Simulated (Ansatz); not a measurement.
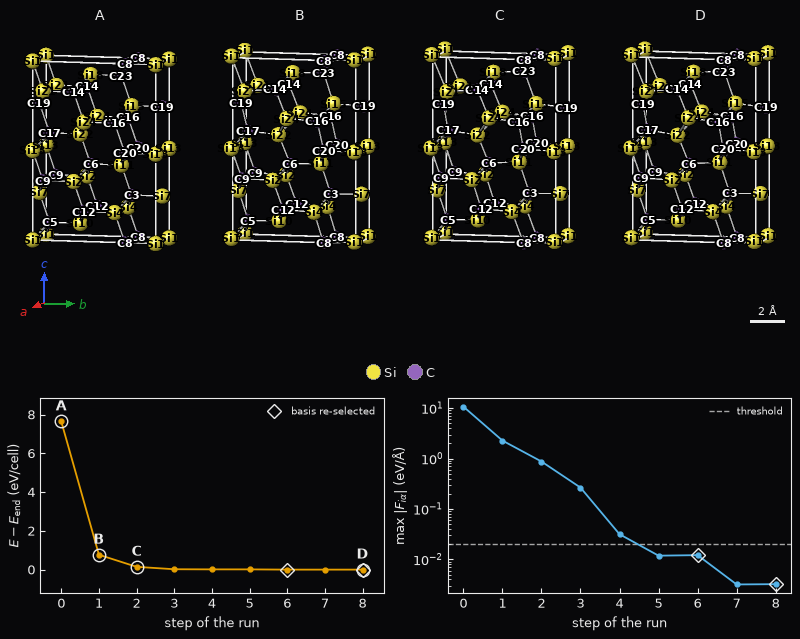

Frames of a relaxation of an interface cell of composition SiC, marked on the history of the run. Style: ball-and-stick. Shown: the cell of the calculation, slightly off an axis.

Case: antiphase boundary on (2 1 1), species swapped.

Method: DFT PBEsol, scalar-relativistic, plane waves, PAW in Ansatz. (plane-wave cutoff 420 eV; k-point mesh 10 × 4 × 3; occupations gaussian; smearing width 0.05 eV; no spin polarisation; cell relaxed at fixed a, b, alpha, beta, gamma; force threshold 0.02 eV/Å; at most 45 steps)

What happens along the run?

Over 6 accepted moves (8 points after the start) the energy falls by 7.642 eV per cell of the calculation. The largest force component goes from 11 to 0.0032 eV/Å. Pressure: 15.98 GPa at the start and 0.80 GPa at the end. The SCF was repeated twice at an unchanged geometry on a basis and grid sized afresh for the cell, which shifted the energy by 12.4 meV per cell of the calculation at most. C19 moves most relative to the cell: 0.32 Å along [0 3 −2]. Largest moves by element: C 0.32 Å, Si 0.30 Å. The volume changes by +2.3 %, with a unchanged at 3.081 Å, b unchanged at 7.546 Å, c 10.672 → 10.918 Å (+2.3 %). Some distances before and after: Si1–Si21 1.887 → 2.344 Å, Si10–Si18 1.887 → 2.268 Å, Si22–Si24 1.887 → 2.248 Å, C17–C19 1.887 → 1.584 Å. Bond angles that change, for instance: Si24–Si22–Si24 109.5° → 86.5°, C6–Si22–C17 109.5° → 120.7°, C14–Si24–C16 109.5° → 119.0°. Cost: 4.4 min on 4 threads of Arm Neoverse V1, on a shared host, peak memory 1.1 GiB. From step 0 to 1: Si22 moves most (0.20 Å), volume +1.9 %, energy −6.875 eV per cell of the calculation. From step 1 to 2: C19 moves most (0.20 Å), volume +0.5 %, energy −0.623 eV per cell of the calculation. From step 2 to 8: Si4 moves most (0.06 Å), energy −0.144 eV per cell of the calculation.
